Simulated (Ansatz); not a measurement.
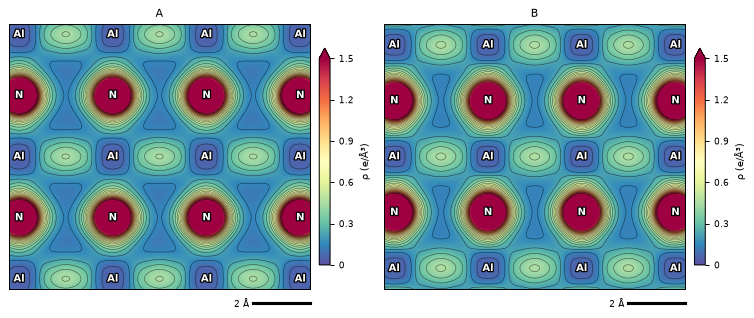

AlN. The valence pseudo-density of two cells that differ in size and shape, on the (010) plane of each (indices in the axes of the calculation cell), at one length scale and on one colour scale; one has 9.3 and the other 10.2 Å³ an atom.

Computed with Ansatz, DFT PBEsol, scalar-relativistic, plane waves, PAW.

**Which panel shows the smaller cell, and what does the compression change?**

Panel B is the smaller cell, by 9 % in volume. From the larger cell to the smaller, Al–N goes from 2.15 to 1.97 Å, and the density at its midpoint from 0.41 to 0.58 e/Å³, the ELF there from 0.75 to 0.80; the pressure goes from −6 to 12 GPa; the Kohn–Sham gap goes from 2.9 eV to 3.8 eV.
